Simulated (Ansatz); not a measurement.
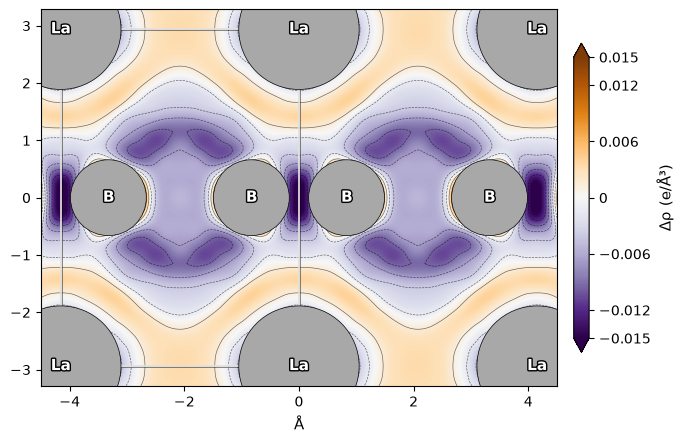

LaB6. Difference of the valence pseudo-densities of two functionals at the same geometry, on the (101̄) plane of the calculation cell: one of PBE and r2SCAN less the other.

Both computed with Ansatz (plane waves, PAW), on the same k-point mesh. Grey discs cover the atomic cores.

### Which was subtracted from which, and what does the map show?

It is PBE less r2SCAN. Against r2SCAN, PBE gives less density around B (−0.006 e/Å³ on average at 0.8 Å from the nucleus) and a change of −0.017 e/Å³ at the midpoint of B–B.
